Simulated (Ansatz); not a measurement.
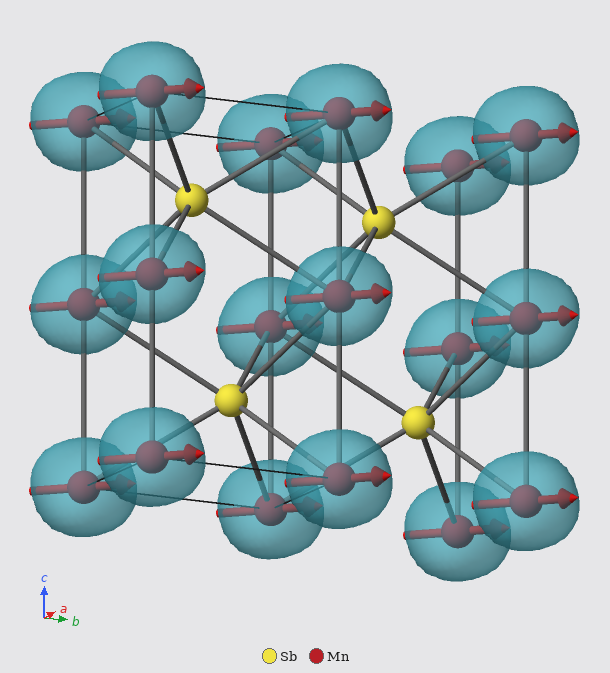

Figure. MnSb. Isosurface of the size of the magnetisation density at 0.3 e/Å³ (cyan), with the spin moments of the magnetic sites as arrows; seen at an oblique angle.

Space group P6₃/mmc; computed pressure about −7 GPa in this cell.

Computed with Kohn-Sham DFT of a periodic cell, PBEsol, spin-orbit coupling, Ansatz PAW in Ansatz.

Core electrons are frozen (PAW), and the valence fields are smoothed inside the atomic spheres.

How are the spin moments arranged, and how large are they?

Answer. Spin moments: Mn 3.2 μB. All point the same way (ferromagnetic).
